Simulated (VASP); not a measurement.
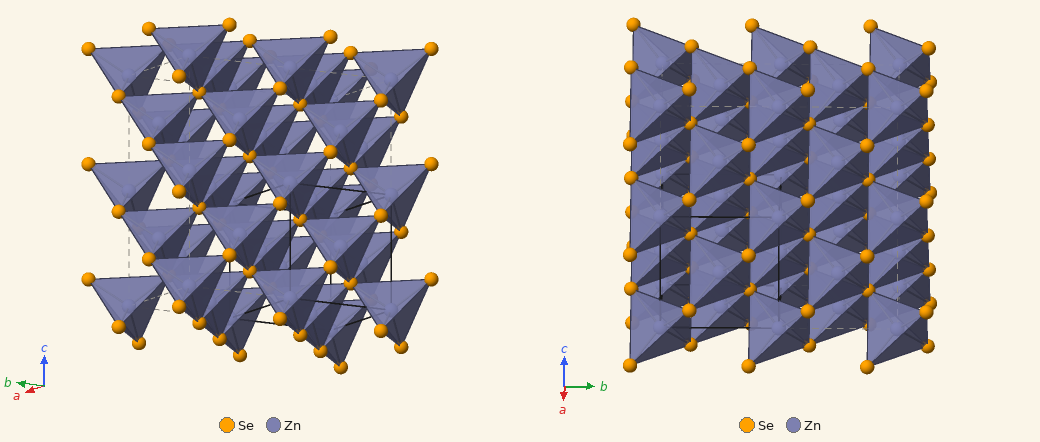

Polyhedra are drawn about Zn (bonds: Se–Zn below 2.8 Å); other atoms are plain spheres. Two views of the same piece.

ZnSe (space group F-43m, No. 216): the geometry relaxed with VASP, VASP Kohn-Sham DFT of a periodic cell, r2SCAN, VASP PAW PBE potentials, recommended.

Q: What figure surrounds each Zn atom, and what does it share with the other drawn polyhedra?

A: Zn: ZnSe4 tetrahedron, sharing corners with twelve neighbours.

Q: What is the connectivity of the polyhedra: isolated, groups, chains, layers or framework?

A: They form a three-dimensional framework of corner-sharing tetrahedra.

Q: How far apart are the centres of linked polyhedra?

A: Centre to centre across a shared corner: 4.01 Å.
